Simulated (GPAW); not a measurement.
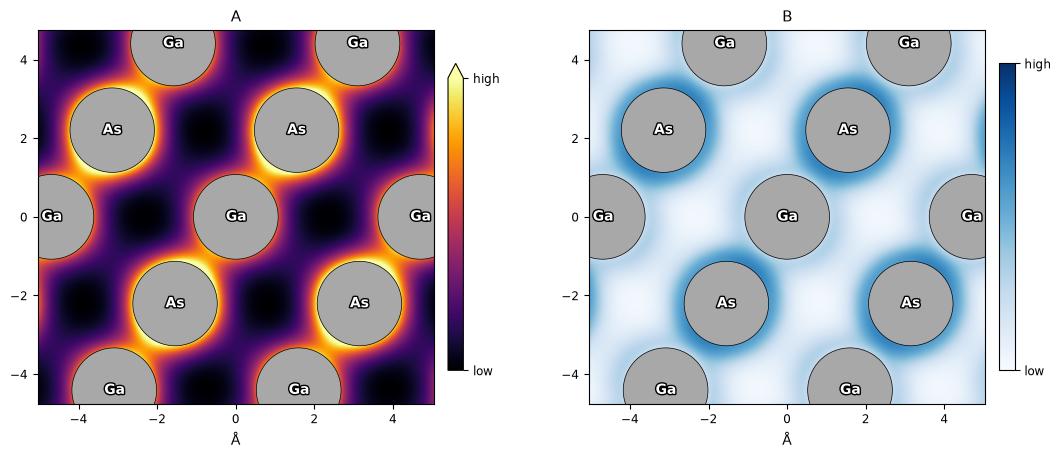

GaAs: 2 fields on the (111) plane of the conventional cell, with unlabelled colour scales. Grey discs cover the atomic cores.

Space group P4/mmm; a generated structure, not necessarily the stable one.

Theory: GPAW, Kohn-Sham DFT of a periodic cell, PBE, GPAW PAW data sets (gpaw-data 1.2.1).

Q: The panels show electron localisation function and valence pseudo-density in some order. Assign them.

A: Panel A: valence pseudo-density. Panel B: electron localisation function. From the grid: Ga–As (2.69 Å): the density is about 0.31 e/Å³ at the midpoint; the ELF peaks at about 0.70 between the atoms.
